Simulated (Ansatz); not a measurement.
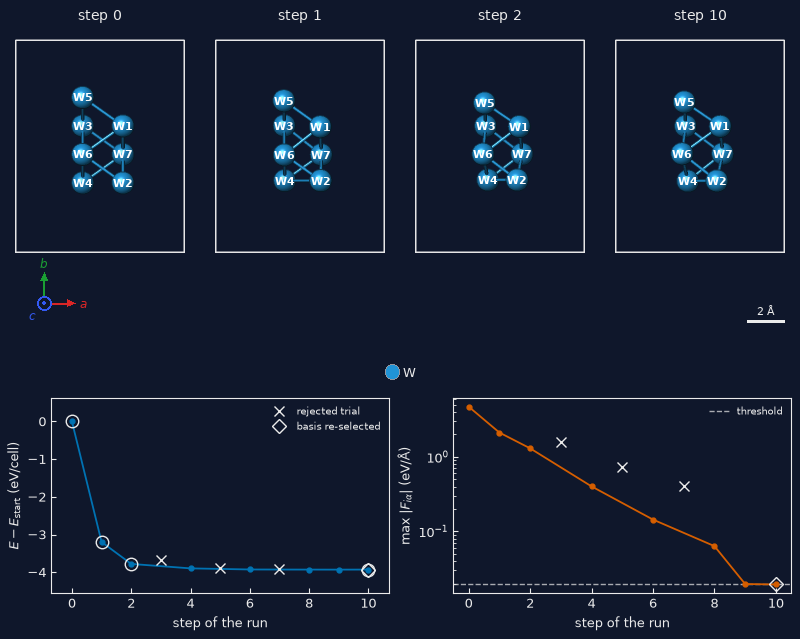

Frames of a relaxation of a wire of composition W, marked on the history of the run. Style: ball-and-stick. Shown: the 2 repeat of the cell, with the vacuum cut short, along the c axis.

Case: wire along [1 1 0], 7 atoms a period.

All numbers below come from DFT PBEsol, scalar-relativistic, plane waves, PAW (Ansatz). (plane-wave cutoff 420 eV; k-point mesh 1 × 1 × 12; occupations gaussian; smearing width 0.05 eV; no spin polarisation; cell relaxed at fixed a, b, alpha, beta, gamma; force threshold 0.02 eV/Å; at most 45 steps)

What happens along the run?

The largest move relative to the centre of the atoms is that of W2, 0.36 Å. Along the periodic axis the drawn cell goes c 8.922 → 8.494 Å (−4.8 %). Some distances before and after: W2–W4 3.154 → 2.665 Å, W1–W5 2.732 → 2.399 Å, W1–W3 3.154 → 2.862 Å, W2–W6 2.732 → 2.442 Å. Among the angles between lasting bonds that change: W3–W6–W4 180.0° → 168.9°, W1–W7–W2 180.0° → 170.1°, W2–W7–W4 70.5° → 63.3°. Over 6 accepted moves (10 points after the start) the energy falls by 3.930 eV per cell of the calculation. The largest force component goes from 4.7 to 0.019 eV/Å. The line search rejected the trial steps at points 3, 5, 7 of the run. At 1 point the geometry stayed and the basis and grid were re-selected for the new cell (energy shift of 1.6 meV per cell of the calculation at most each time). Cost: 2.3 min on 4 threads of Arm Neoverse V1, with other jobs on the host, peak memory 1.2 GiB. From step 0 to 1: W5 moves most (0.19 Å), energy −3.198 eV per cell of the calculation. From step 1 to 2: W2 moves most (0.20 Å), energy −0.583 eV per cell of the calculation. From step 2 to 10: W4 moves most (0.06 Å), energy −0.149 eV per cell of the calculation.

| step | E − E(0), meV/atom | largest force component, eV/Å | note |
| --- | --- | --- | --- |
| 0 | 0.00 | 4.7290 |  |
| 1 | -456.92 | 2.1227 |  |
| 2 | -540.14 | 1.3045 |  |
| 3 | -524.06 | 1.5942 | rejected |
| 4 | -556.96 | 0.4024 |  |
| 5 | -553.95 | 0.7307 | rejected |
| 6 | -561.17 | 0.1443 |  |
| 7 | -559.75 | 0.4040 | rejected |
| 8 | -561.58 | 0.0636 |  |
| 9 | -561.70 | 0.0197 |  |
| 10 | -561.48 | 0.0194 | same geometry, new basis |

Limits of the set-up: the k-point mesh is coarse for a cell with partly filled bands.
